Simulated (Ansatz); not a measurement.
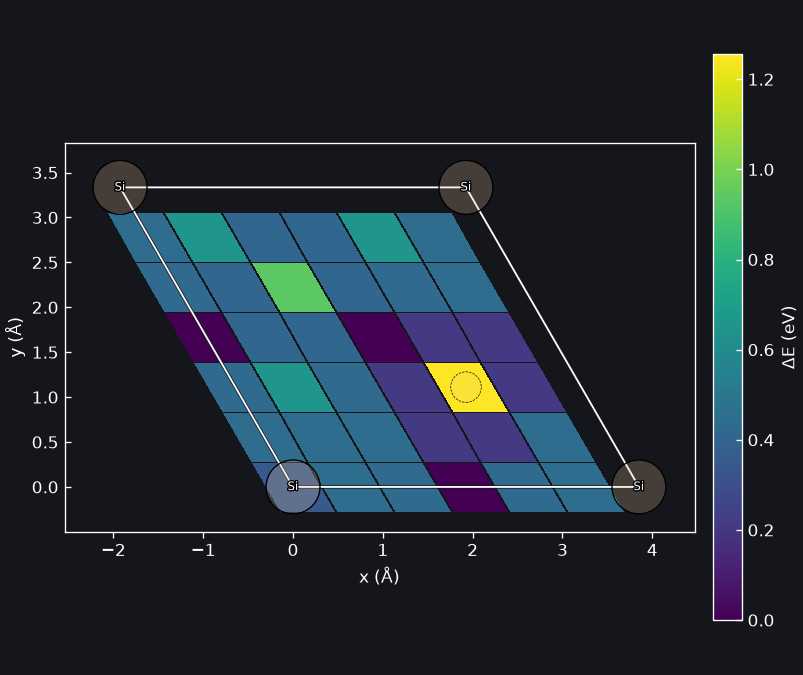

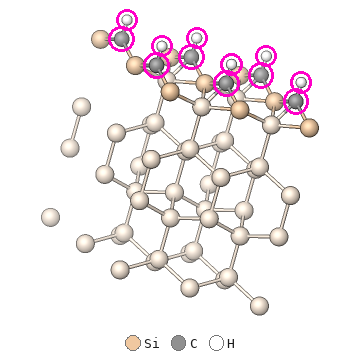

Energy landscape of CH on a Si(001) slab cut from the P6_3/mmc phase, its upper half relaxed before the scan (8 atoms of substrate and one adsorbate in a 1 × 1 cell). 
- CH is moved over the surface cell; relaxed at each place: the height of the adsorbate's atoms; substrate rigid; the origin of the map has the adsorbate above Si8.
- Places are given modulo a cell vector. The map is drawn in real space over the plane of the surface.
- Grid: 6 × 6 points; 10 points were computed and 26 follow by symmetry.
- Energies are in eV, from the lowest grid point.
- Energies and slopes of some neighbouring points disagree (a jump in structure or state, or too coarse a mesh). The magnetic moment jumps between some neighbouring points. With one adsorbate in each 1 × 1 cell, its nearest image is 3.9 Å away, so neighbouring adsorbates interact.
- Theory: Ansatz, DFT PBE, scalar-relativistic, plane waves, PAW. Settings: cutoff 420 eV, k-mesh 9×9×1, gaussian smearing 0.05 eV, spin-polarised.

In the figure: one coloured cell a grid point, labelled circles for the atoms of the top layer and small ones for the second layer, the outline of one cell of the plane. The second picture is the structure at the lowest point; rings mark the moved atoms.

Q: What does the map say about the system?

A: The lowest grid point is at a bridge site between two Si atoms, (0/6, 3/6) of the cell vectors. The same energy is found at a bridge site between two Si atoms, (3/6, 0/6) of the cell vectors; a bridge site between two Si atoms, (3/6, 3/6) of the cell vectors. The highest grid point, a threefold hollow over a second-layer Si atom, (4/6, 2/6) of the cell vectors, lies 1.26 eV above the lowest.

Grid values (eV):

| second ↓, first → | 0/6 | 1/6 | 2/6 | 3/6 | 4/6 | 5/6 |
| --- | --- | --- | --- | --- | --- | --- |
| 5/6 | 0.44 | 0.65 | 0.41 | 0.41 | 0.65 | 0.44 |
| 4/6 | 0.43 | 0.41 | 0.94 | 0.41 | 0.43 | 0.45 |
| 3/6 | 0.00 | 0.41 | 0.41 | 0.00 | 0.21 | 0.21 |
| 2/6 | 0.43 | 0.65 | 0.43 | 0.21 | 1.26 | 0.21 |
| 1/6 | 0.44 | 0.44 | 0.45 | 0.21 | 0.21 | 0.45 |
| 0/6 | 0.35 | 0.44 | 0.43 | 0.00 | 0.43 | 0.44 |

Each point was launched as `ansatz run input.yaml --threads 1 --pin off --max-ram 3072MiB --backend cpu --events-out ev --progress --plain --runs-dir out`. Time for the 10 points that were run: 66 min on 1 thread of Arm Neoverse V1, with other jobs on the host.
